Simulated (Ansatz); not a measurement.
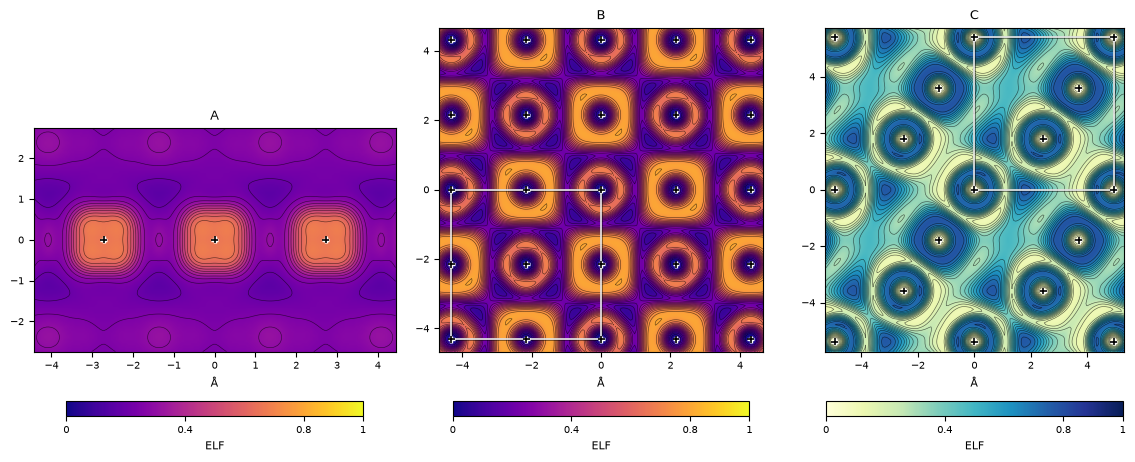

The electron localisation function of 3 systems, each on a plane through atoms (crosses mark nuclei in the plane).

The calculation used Ansatz, DFT r2SCAN, scalar-relativistic, plane waves, PAW.

System 1: Ta₂C, the (110) plane of the conventional cell. Space group P-3m1.

System 2: Pt, the (010) plane of the conventional cell. Space group Cmcm.

```
Pt
1.0
     2.72341    0.00000    0.00000
     0.00000    4.74351    0.00000
     0.00000    0.00000    4.78183
Pt
4
Direct
  0.00000 0.35337 0.75000
  0.50000 0.85337 0.75000
  0.00000 0.64663 0.25000
  0.50000 0.14663 0.25000
```

System 3: TiC, the (010) plane of the conventional cell. Space group Fm-3m; a structure from a database of computed crystals, not necessarily the ambient phase; computed pressure about 2 GPa in this cell; computed without spin polarisation.

Which map belongs to which system?

Answer. Panel A is system 2, Pt: the plane holds Pt. Pt–Pt (2.72 Å): the ELF is about 0.30 at the midpoint: no localised pair shows between them. Panel B is system 3, TiC: the plane holds Ti and C. Ti–C (2.16 Å): the ELF peaks at about 0.80 in the valence shell of C, 0.7 Å from its nucleus, and is about 0.30 at the midpoint. Panel C is system 1, Ta₂C: the plane holds Ta and C. Ta–C (2.19 Å): the ELF peaks at about 0.75 in the valence shell of C, 0.7 Å from its nucleus, and is about 0.25 at the midpoint.
